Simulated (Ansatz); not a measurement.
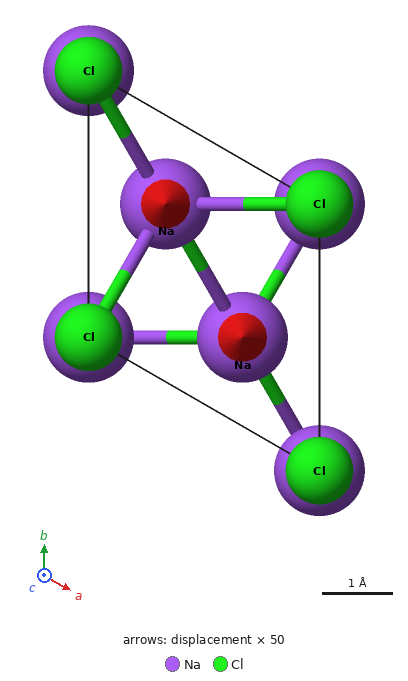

This is a relaxation of crystalline Na2Cl (set up in R-3m). The starting structure is drawn; red arrows show the displacements (the part carried along by the change of the cell is left out), magnified 50 times.

Style: ball-and-stick. Shown: the conventional cell (3 times the calculation's cell), along the c axis. Lengths and directions refer to the drawn axes.

Case: relaxed again under DFT LDA, scalar-relativistic, plane waves, PAW.

All numbers below come from DFT LDA, scalar-relativistic, plane waves, PAW (Ansatz). Settings: plane-wave cutoff 420 eV; k-point mesh 12 × 12 × 12; occupations gaussian; smearing width 0.1 eV; no spin polarisation; cell and atoms relaxed; force threshold 0.005 eV/Å; at most 50 steps.

What happened in the run?

The largest moves relative to the cell, 0.023 Å, are those of Na atoms. Cl stays in place. Cell: a = b 3.825 → 3.761 Å (−1.7 %), c 19.684 → 19.441 Å (−1.2 %). Volume −4.5 %. Among the contacts that change: Cl–Na 2.798 → 2.742 Å. The space group stays R-3m (No. 166). Over 3 accepted moves (4 points after the start) the energy falls by 14.8 meV per cell of the calculation. Largest force component: 0.15 eV/Å at the start, 0.0019 eV/Å at the end. Pressure: −0.93 GPa at the start and 0.00 GPa at the end. The SCF was repeated once at an unchanged geometry on a basis and grid sized afresh for the cell, which shifted the energy by less than 0.05 meV per cell of the calculation at most. The run took 120 s on 1 thread of Arm Neoverse N1, with other jobs on the host, peak memory 0.48 GiB.
